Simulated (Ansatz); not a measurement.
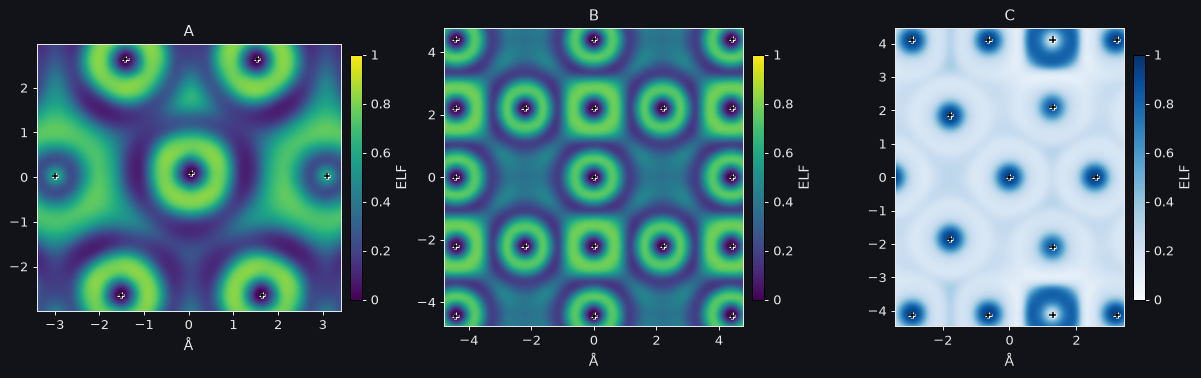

The electron localisation function of 3 systems, each on a plane through atoms (crosses mark nuclei in the plane).

Theory: Ansatz 0.2.0, DFT r2SCAN, scalar-relativistic, plane waves, PAW.

System 1: Zr3Si, the (001) plane of the conventional cell. Space group P6₃/mmc; a structure from a database of computed crystals, not necessarily the ambient phase.

```yaml
crystal:
  lattice:
    - [6.09833, 0.00000, 0.00000]
    - [-3.04917, 5.28131, 0.00000]
    - [0.00000, 0.00000, 4.94702]
  atoms:
    - { symbol: Zr, position: [0.34523, 0.17262, 0.75000] }
    - { symbol: Zr, position: [0.82738, 0.17262, 0.75000] }
    - { symbol: Zr, position: [0.82738, 0.65477, 0.75000] }
    - { symbol: Zr, position: [0.65477, 0.82738, 0.25000] }
    - { symbol: Zr, position: [0.17262, 0.82738, 0.25000] }
    - { symbol: Zr, position: [0.17262, 0.34523, 0.25000] }
    - { symbol: Si, position: [0.66667, 0.33333, 0.25000] }
    - { symbol: Si, position: [0.33333, 0.66667, 0.75000] }
```

System 2: Cu8O, the (011) plane of the conventional cell. Space group Cmmm; a structure from a database of computed crystals, not necessarily the ambient phase; computed without spin polarisation.

System 3: Ta4C3, the (010) plane of the conventional cell. Space group Pm-3m; a structure from a database of computed crystals, not necessarily the ambient phase.

Question: Which map belongs to which system?

Answer: Panel A is system 1, Zr3Si: the plane holds Zr and Si. Zr–Zr (2.94 Å): the ELF is about 0.20 at the midpoint; no localised pair shows between them. Panel B is system 3, Ta4C3: the plane holds Ta and C. Ta–C (2.21 Å): the ELF peaks at about 0.80 in the valence shell of C, 0.7 Å from its nucleus, and is about 0.20 at the midpoint. Panel C is system 2, Cu8O: the plane holds Cu and O. Cu–O (1.92 Å): the ELF peaks at about 0.80 in the valence shell of O, 0.6 Å from its nucleus, and is about 0.15 at the midpoint; no localised pair shows between them.
